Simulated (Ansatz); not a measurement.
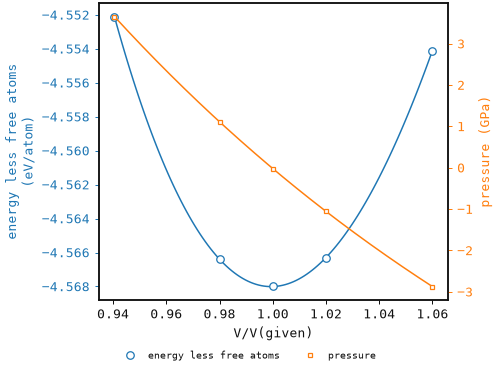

Plotted: energy less free atoms and pressure against V/V(given) for Sc, space group P6_3/mmc (No. 194).

Cell as given: a = 3.319 Å, b = 3.319 Å, c = 5.168 Å, α = 90.00°, β = 90.00°, γ = 120.00°; 2 atoms.

How it was computed, with Ansatz 0.2.0: periodic Kohn-Sham DFT of a crystal at fixed atoms, scaled to the stated factor times the given cell; pressure positive in compression, energy less spherical unpolarised free atoms. Level: PBE.

| setting | value |
| --- | --- |
| method | all-electron LAPW |
| relativity | scalar |
| k mesh | 15×15×8 |
| occupations | Fermi–Dirac |
| smearing width | 0.05 eV |
| basis error target | 0.5 (meV/atom) |
| nucleus | Gaussian |

V(given) is 24.66 Å³/atom.

Tabulate the plotted points.

```
V/V(given)  energy less free atoms (eV/atom)  pressure (GPa)
     0.941                           -4.5521           3.656
     0.980                           -4.5664           1.111
     1.000                           -4.5680          -0.020
     1.020                           -4.5663          -1.056
     1.060                           -4.5541          -2.875
```

Keep in mind: shape and atomic fractions are frozen while scaling, which makes layered, chain and framework solids too stiff.
